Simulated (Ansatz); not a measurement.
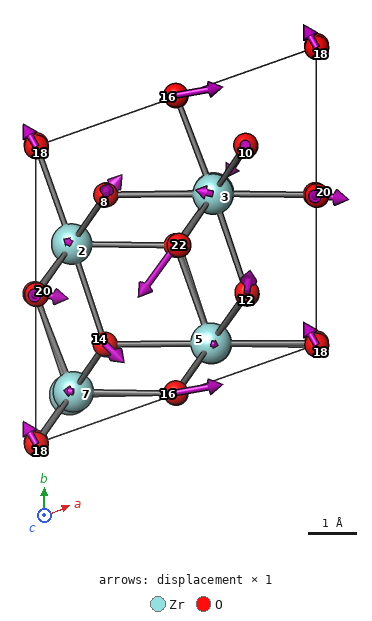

A relaxation of crystalline Zr$_{7}$O$_{16}$ (a generated structure, set up in P1) (coarse preliminary run). The starting structure is drawn; purple arrows show the displacements (the part carried along by the change of the cell is left out), at their true length.

Style: ball-and-stick. Shown: the cell of the calculation, reduced to other axes (origin shifted), along the c axis. Lengths and directions refer to the drawn axes.

Case: 1 of 8 Zr atoms taken out at random.

These are results of Ansatz 0.2.0, DFT PBE, scalar-relativistic, plane waves, PAW, not measurements.

The input:
```yaml
crystal:
  lattice:
    - [0.0, 5.1157964025, 5.1157964025]
    - [5.1157964025, 0.0, 5.1157964025]
    - [5.1157964025, 5.1157964025, 0.0]
  atoms:
    - { symbol: Zr, position: [0.0021578087, 0.4959772212, 0.4939169979] }
    - { symbol: Zr, position: [0.9990036077, 0.5027312214, 0.9961888666] }
    - { symbol: Zr, position: [0.9989345086, 0.99495828, 0.9997996343] }
    - { symbol: Zr, position: [0.4948565867, 0.5066315141, 0.503536247] }
    - { symbol: Zr, position: [0.5000450609, 0.5021038888, 0.999165225] }
    - { symbol: Zr, position: [0.498184088, 0.0009036222, 0.5005605094] }
    - { symbol: Zr, position: [0.5000510555, 0.0013178662, 0.9907990841] }
    - { symbol: O, position: [0.1235463026, 0.1261651622, 0.1267775048] }
    - { symbol: O, position: [0.1212724814, 0.1208120062, 0.6341513875] }
    - { symbol: O, position: [0.1242678315, 0.6241845909, 0.1290257499] }
    - { symbol: O, position: [0.1240867568, 0.6275776355, 0.6224251082] }
    - { symbol: O, position: [0.6279293961, 0.1242980715, 0.1208334428] }
    - { symbol: O, position: [0.6200919781, 0.1301579431, 0.6269722503] }
    - { symbol: O, position: [0.6227651973, 0.6302844013, 0.12584849] }
    - { symbol: O, position: [0.6215990822, 0.6210502185, 0.6292373008] }
    - { symbol: O, position: [0.3753306779, 0.377884528, 0.3733915535] }
    - { symbol: O, position: [0.3752256715, 0.3765965986, 0.8725726372] }
    - { symbol: O, position: [0.3680570478, 0.875012488, 0.3808882618] }
    - { symbol: O, position: [0.372482346, 0.8754794025, 0.8771687123] }
    - { symbol: O, position: [0.8708291614, 0.3796687488, 0.3728945643] }
    - { symbol: O, position: [0.870271454, 0.3767370293, 0.8786857954] }
    - { symbol: O, position: [0.8673248632, 0.873853627, 0.3740475174] }
    - { symbol: O, position: [0.8760781445, 0.8765320799, 0.8763110296] }
  symmetry: { detect: false }
basis:
  ecutwfc: 420
kpoints:
  mp_grid: { grid: [2, 2, 2], shift: [0.5, 0.5, 0.5] }
hamiltonian:
  xc: pbe
scf:
  occupations: { method: gaussian, width: 0.1 }
  lower_state_search: "off"
output:
  forces: true
  stress: true
  eigenvalues: true
relax:
  adjacent_minimum: "off"
  f_tol: 0.04
  max_steps: 50
  cell: { stress_tol: 0.3 }
```

Launched with:
```bash
ansatz run input.yaml --threads 4 --pin off --max-ram 9216MiB --backend cpu --events-out ev --progress --plain --runs-dir out
```

**Atoms of which element are displaced furthest, and by how much?**

Oxygen: up to 1.46 Å, against 0.40 Å for zirconium.

**Describe the change and its energy.**

After 26 accepted moves (34 points after the start) the energy has fallen by 111 meV per atom. The largest force component goes from 0.99 to 0.031 eV/Å. The pressure goes from −1.53 to −0.02 GPa. The line search rejected the trial steps at points 3, 11, 23, 26, 29, 31 of the run. The SCF was repeated twice at an unchanged geometry on a basis and grid sized afresh for the cell, which shifted the energy by 8.4 meV per atom at most. The atom that moves furthest relative to the cell is O21 (1.46 Å along [−2 −2 3]). By element the largest moves are O 1.46 Å, Zr 0.40 Å. Cell: a 7.235 → 7.647 Å (+5.7 %), b 7.235 → 7.242 Å (+0.1 %), c 7.235 → 7.285 Å (+0.7 %), α 60.0° → 61.5°, β 60.0° → 61.0°, γ 60.0° → 61.3°. Volume +9.6 %. Among the contacts that change: Zr1–O21 2.274 → 3.825 Å, Zr4–O16 2.236 → 3.721 Å, Zr3–O23 2.155 → 3.432 Å, O14–O21 2.562 → 1.469 Å. Bonds break: Zr1–O21 (2.27 → 3.83 Å), Zr3–O21 (2.26 → 2.96 Å), Zr3–O23 (2.15 → 3.43 Å), Zr4–O16 (2.24 → 3.72 Å). Bond angles that change, for instance: Zr2–O21–Zr5 110.4° → 152.7°, Zr1–O9–Zr3 112.6° → 149.7°, O9–Zr3–O12 109.1° → 73.5°. The space group stays P1 (No. 1). The run took 3.6 min on 4 threads of Intel(R) Xeon(R) Platinum 8259CL CPU @ 2.50GHz (Skylake/Cascade Lake), on a shared host, peak memory 1 GiB.

Limits of the set-up: the k-point mesh is coarse for a cell with partly filled bands.
